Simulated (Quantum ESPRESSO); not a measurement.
**Fields calculation of Ir (part 1 of 2)**

The run: fields calculation of Ir (P1, 4 atoms in the cell). Method and program: Kohn-Sham DFT of a periodic cell, optB86b-vdW, PseudoDojo 0.5 SR PBE standard, no spin polarisation (Quantum ESPRESSO 7.5).

The structure derives from a Materials Project entry.

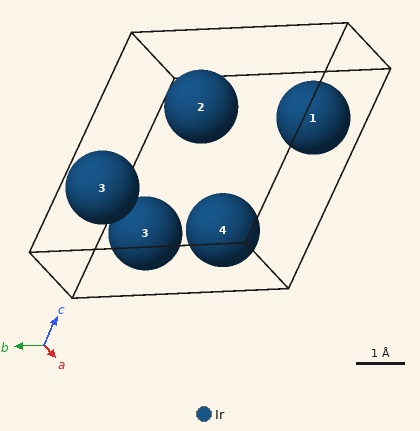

*The structure (spheres-only view of the cell of the calculation, set on other vectors, seen at an oblique angle; atoms are numbered from 1 in the order of the input). An atom can appear more than once, as a periodic image.*

Input:
```
&CONTROL
  calculation = 'scf'
  prefix = 'pwscf'
  outdir = './tmp'
  pseudo_dir = './pseudo'
  tprnfor = .true.
  tstress = .true.
  disk_io = 'low'
/
&SYSTEM
  ibrav = 0
  nat = 4
  ntyp = 1
  ecutwfc = 68
  nbnd = 45
  input_dft = 'vdw-df-ob86'
  occupations = 'tetrahedra_opt'
/
&ELECTRONS
  conv_thr = 8d-10
  electron_maxstep = 120
  mixing_beta = 0.5
  diago_david_ndim = 4
/
ATOMIC_SPECIES
Ir   192.2170 Ir.upf
CELL_PARAMETERS angstrom
  -2.7174757900    0.0301871700    0.0938161700
  -0.0522857100    4.7584006500   -0.0567758700
   1.5370354100   -2.3411307600   -4.4388294600
ATOMIC_POSITIONS crystal
Ir     0.0281003300    0.8144216200    0.2640988400
Ir     0.6869367100    0.3646000700    0.2657760200
Ir     0.7027028600    0.2073898900    0.7173354400
Ir     0.5822601000    0.6135884200    0.7527897000
K_POINTS automatic
8 5 5 0 0 0
```

File pp_density.in:
```
&INPUTPP
  prefix = 'pwscf'
  outdir = './tmp'
  filplot = 'density.dat'
  plot_num = 0
/
&PLOT
  nfile = 1
  filepp(1) = 'density.dat'
  iflag = 3
  output_format = 6
  fileout = 'density.cube'
/
```

File pp_potential.in:
```
&INPUTPP
  prefix = 'pwscf'
  outdir = './tmp'
  filplot = 'potential.dat'
  plot_num = 11
/
&PLOT
  nfile = 1
  filepp(1) = 'potential.dat'
  iflag = 3
  output_format = 6
  fileout = 'potential.cube'
/
```

File pp_elf.in:
```
&INPUTPP
  prefix = 'pwscf'
  outdir = './tmp'
  filplot = 'elf.dat'
  plot_num = 8
/
&PLOT
  nfile = 1
  filepp(1) = 'elf.dat'
  iflag = 3
  output_format = 6
  fileout = 'elf.cube'
/
```

File pp_potential_ks.in:
```
&INPUTPP
  prefix = 'pwscf'
  outdir = './tmp'
  filplot = 'potential_ks.dat'
  plot_num = 1
/
&PLOT
  nfile = 1
  filepp(1) = 'potential_ks.dat'
  iflag = 3
  output_format = 6
  fileout = 'potential_ks.cube'
/
```

Command:
```bash
OMP_NUM_THREADS=1 pw.x -in pw.in > pw.out
OMP_NUM_THREADS=1 pp.x -in pp_density.in > pp_density.out
OMP_NUM_THREADS=1 pp.x -in pp_potential.in > pp_potential.out
OMP_NUM_THREADS=1 pp.x -in pp_elf.in > pp_elf.out
OMP_NUM_THREADS=1 pp.x -in pp_potential_ks.in > pp_potential_ks.out
```

The program's output:
```
This program is part of the open-source Quantum ESPRESSO suite
     for quantum simulation of materials; please cite
         "P. Giannozzi et al., J. Phys.:Condens. Matter 21 395502 (2009);
         "P. Giannozzi et al., J. Phys.:Condens. Matter 29 465901 (2017);
         "P. Giannozzi et al., J. Chem. Phys. 152 154105 (2020);
          URL
     in publications or presentations arising from this work. More details at

     Message from routine iosys:
     BEWARE:  force calculation with tetrahedra (not recommanded)
     Message from routine iosys:
     BEWARE: stress calculation with tetrahedra (not recommanded)

     IMPORTANT: XC functional enforced from input :
     Exchange-correlation= VDW-DF-OB86
                           (   1   4  24   0   1   0   0)
     Any further DFT definition will be discarded
     Please, verify this is what you really want

     [opt_tetra]  Optimized tetrahedron method is used.

     G-vector sticks info
     --------------------
     sticks:   dense  smooth     PW     G-vecs:    dense   smooth      PW
     Sum        1003    1003    299                29189    29189    4851

     Using Slab Decomposition

     bravais-lattice index     =            0
     lattice parameter (alat)  =       5.1387  a.u.
     unit-cell volume          =     385.1590 (a.u.)^3
     number of atoms/cell      =            4
     number of atomic types    =            1
     number of electrons       =        68.00
     number of Kohn-Sham states=           45
     kinetic-energy cutoff     =      68.0000  Ry
     charge density cutoff     =     272.0000  Ry
     scf convergence threshold =      8.0E-10
     mixing beta               =       0.5000
     number of iterations used =            8  plain     mixing
     Exchange-correlation= VDW-DF-OB86
                           (   1   4  24   0   1   0   0)

     celldm(1)=   5.138661  celldm(2)=   0.000000  celldm(3)=   0.000000
     celldm(4)=   0.000000  celldm(5)=   0.000000  celldm(6)=   0.000000

     crystal axes: (cart. coord. in units of alat)
               a(1) = (  -0.999343   0.011101   0.034501 )
               a(2) = (  -0.019228   1.749887  -0.020879 )
               a(3) = (   0.565240  -0.860943  -1.632365 )

     reciprocal axes: (cart. coord. in units 2 pi/alat)
               b(1) = ( -1.012655 -0.015215 -0.342628 )
               b(2) = ( -0.004080  0.567831 -0.300898 )
               b(3) = ( -0.021351 -0.007585 -0.616001 )

     PseudoPot. # 1 for Ir read from file:
     Ir.upf
     Pseudo is Norm-conserving + core correction, Zval = 17.0
     Generated using ONCVPSP code by D. R. Hamann
     Using radial grid of 1310 points,  8 beta functions with:
                l(1) =   0
                l(2) =   0
                l(3) =   1
                l(4) =   1
                l(5) =   2
                l(6) =   2
                l(7) =   3
                l(8) =   3

     atomic species   valence    mass     pseudopotential
     Ir               17.00   192.21700     Ir( 1.00)

     No symmetry found

   Cartesian axes

     site n.     atom                  positions (alat units)
         1        Ir     tau(   1) = (   0.1055377   1.1980833  -0.4471407  )
         2        Ir     tau(   2) = (  -0.5432687   0.4168165  -0.4177564  )
         3        Ir     tau(   3) = (  -0.3007623  -0.2468755  -1.1510400  )
         4        Ir     tau(   4) = (  -0.1681688   0.4320647  -1.2215507  )

     number of k points=   101 (tetrahedron method)

     Number of k-points >= 100: set verbosity='high' to print them.

     Dense  grid:    29189 G-vectors     FFT dimensions: (  27,  48,  54)

     Initial potential from superposition of free atoms

     starting charge      67.9994, renormalised to      68.0000

     %%%%%%%%%%%%%%%%%%%%%%%%%%%%%%%%%%%%%%%%%%%%%%%%%%%%%%%%%%%%%%%%%%%%%%%%
     %                                                                      %
     % You are using vdW-DF, which was implemented by the Thonhauser group. %
     % Please cite the following two papers that made this development      %
     % possible and the two reviews that describe the various versions:     %
     %                                                                      %
     %   T. Thonhauser et al., PRL 115, 136402 (2015).                      %
     %   T. Thonhauser et al., PRB 76, 125112 (2007).                       %
     %   K. Berland et al., Rep. Prog. Phys. 78, 066501 (2015).             %
     %   D.C. Langreth et al., J. Phys.: Condens. Matter 21, 084203 (2009). %
     %                                                                      %
     % If you are calculating stress with vdW-DF, please also cite:         %
     %                                                                      %
     %   R. Sabatini et al., J. Phys.: Condens. Matter 24, 424209 (2012).   %
     %                                                                      %
     %%%%%%%%%%%%%%%%%%%%%%%%%%%%%%%%%%%%%%%%%%%%%%%%%%%%%%%%%%%%%%%%%%%%%%%%

     %%%%%%%%%%%%%%%%%%%%%%%%%%%%%%%%%%%%%%%%%%%%%%%%%%%%%%%%%%%%%%%%%%%%%%%%
     %                                                                      %
     %  vdW-DF NEWS:                                                        %
     %                                                                      %
     %  * vdW-DF3 is now available. DOI: 10.1021/acs.jctc.0c00471           %
     %    use with input_dft = 'vdW-DF3-opt1' or 'vdW-DF3-opt2'             %
     %                                                                      %
     %  * Unscreened and range-separated hybrid vdW-DF-cx functionals       %
     %    DOI: 10.1063/1.4986522 and 10.1088/1361-648X/ac2ad2               %
     %    use with input_dft = 'vdW-DF-cx0'    and 'vdW-DF-ahcx'            %
     %  * Unscreened and range-separated hybrid vdW-DF2-b86r functionals    %
     %    DOI: 10.1063/1.4986522 and DOI: 10.1103/PhysRevX.12.041003        %
     %    use with input_dft = 'vdW-DF2-br0' and 'vdW-DF2-ahbr'             %
     %                                                                      %
     %%%%%%%%%%%%%%%%%%%%%%%%%%%%%%%%%%%%%%%%%%%%%%%%%%%%%%%%%%%%%%%%%%%%%%%%

     Starting wfcs are   40 randomized atomic wfcs +    5 random wfcs

     Self-consistent Calculation

     iteration #  1     ecut=    68.00 Ry     beta= 0.50
     Davidson diagonalization with overlap
     ethr =  1.00E-02,  avg # of iterations =  4.1

     Threshold (ethr) on eigenvalues was too large:
     Diagonalizing with lowered threshold

     Davidson diagonalization with overlap
     ethr =  2.78E-04,  avg # of iterations =  1.1

     total energy              =    -920.71210623 Ry
     estimated scf accuracy    <       0.18945491 Ry

     iteration #  2     ecut=    68.00 Ry     beta= 0.50
     Davidson diagonalization with overlap
     ethr =  2.79E-04,  avg # of iterations =  2.6

     total energy              =    -920.62271437 Ry
     estimated scf accuracy    <       1.39059306 Ry

     iteration #  3     ecut=    68.00 Ry     beta= 0.50
     Davidson diagonalization with overlap
     ethr =  2.79E-04,  avg # of iterations =  2.1

     total energy              =    -920.77640710 Ry
     estimated scf accuracy    <       0.09291050 Ry

     iteration #  4     ecut=    68.00 Ry     beta= 0.50
     Davidson diagonalization with overlap
     ethr =  1.37E-04,  avg # of iterations =  1.0

     total energy              =    -920.78369660 Ry
     estimated scf accuracy    <       0.00641416 Ry

     iteration #  5     ecut=    68.00 Ry     beta= 0.50
     Davidson diagonalization with overlap
     ethr =  9.43E-06,  avg # of iterations =  2.8

     total energy              =    -920.78429712 Ry
     estimated scf accuracy    <       0.01034912 Ry

     iteration #  6     ecut=    68.00 Ry     beta= 0.50
     Davidson diagonalization with overlap
     ethr =  9.43E-06,  avg # of iterations =  1.3

     total energy              =    -920.78537540 Ry
     estimated scf accuracy    <       0.00064749 Ry

     iteration #  7     ecut=    68.00 Ry     beta= 0.50
     Davidson diagonalization with overlap
     ethr =  9.52E-07,  avg # of iterations =  2.1

     total energy              =    -920.78548108 Ry
     estimated scf accuracy    <       0.00061370 Ry

     iteration #  8     ecut=    68.00 Ry     beta= 0.50
     Davidson diagonalization with overlap
     ethr =  9.02E-07,  avg # of iterations =  1.0

     total energy              =    -920.78554542 Ry
     estimated scf accuracy    <       0.00000439 Ry

     iteration #  9     ecut=    68.00 Ry     beta= 0.50
     Davidson diagonalization with overlap
     ethr =  6.45E-09,  avg # of iterations =  2.9

     total energy              =    -920.78554642 Ry
     estimated scf accuracy    <       0.00000034 Ry

     iteration # 10     ecut=    68.00 Ry     beta= 0.50
     Davidson diagonalization with overlap
     ethr =  5.07E-10,  avg # of iterations =  2.0

     total energy              =    -920.78554647 Ry
     estimated scf accuracy    <       0.00000006 Ry

     iteration # 11     ecut=    68.00 Ry     beta= 0.50
     Davidson diagonalization with overlap
     ethr =  8.39E-11,  avg # of iterations =  2.0

     total energy              =    -920.78554648 Ry
     estimated scf accuracy    <          6.1E-09 Ry

     iteration # 12     ecut=    68.00 Ry     beta= 0.50
     Davidson diagonalization with overlap
     ethr =  9.04E-12,  avg # of iterations =  2.0

     total energy              =    -920.78554648 Ry
     estimated scf accuracy    <          1.0E-09 Ry

     iteration # 13     ecut=    68.00 Ry     beta= 0.50
     Davidson diagonalization with overlap
     ethr =  1.48E-12,  avg # of iterations =  2.0

     End of self-consistent calculation

     Number of k-points >= 100: set verbosity='high' to print the bands.

     the Fermi energy is    25.8566 ev

!    total energy              =    -920.78554648 Ry
     estimated scf accuracy    <          7.6E-10 Ry

     The total energy is the sum of the following terms:
     one-electron contribution =    -182.40036140 Ry
     hartree contribution      =     140.66525400 Ry
     xc contribution           =    -175.84442375 Ry
     ewald contribution        =    -703.20601533 Ry

     convergence has been achieved in  13 iterations

     Forces acting on atoms (cartesian axes, Ry/au):

     atom    1 type  1   force =    -0.05361185    0.07879729   -0.14439665
     atom    2 type  1   force =     0.01710982   -0.10482490    0.16273267
     atom    3 type  1   force =    -0.23171421   -1.00865605    0.04973569
     atom    4 type  1   force =     0.26821624    1.03468366   -0.06807171

     Total force =     1.512743     Total SCF correction =     0.000047

     Computing stress (Cartesian axis) and pressure

          total   stress  (Ry/bohr**3)                   (kbar)     P=      874.64
   0.00193370   0.00050812  -0.00014497          284.46       74.75      -21.33
   0.00050812   0.01103978  -0.00104793           74.75     1624.01     -154.16
  -0.00014497  -0.00104793   0.00486363          -21.33     -154.16      715.46

=------------------------------------------------------------------------------=
   JOB DONE.
=------------------------------------------------------------------------------=
```

File pp_density.out:
```
This program is part of the open-source Quantum ESPRESSO suite
     for quantum simulation of materials; please cite
         "P. Giannozzi et al., J. Phys.:Condens. Matter 21 395502 (2009);
         "P. Giannozzi et al., J. Phys.:Condens. Matter 29 465901 (2017);
         "P. Giannozzi et al., J. Chem. Phys. 152 154105 (2020);
          URL
     in publications or presentations arising from this work. More details at

     ./tmp/pwscf.save/

     IMPORTANT: XC functional enforced from input :
     Exchange-correlation= VDW-DF-OB86
                           (   1   4  24   0   1   0   0)
     Any further DFT definition will be discarded
     Please, verify this is what you really want

     G-vector sticks info
     --------------------
     sticks:   dense  smooth     PW     G-vecs:    dense   smooth      PW
     Sum        1003    1003    299                29189    29189    4851

     Using Slab Decomposition
```
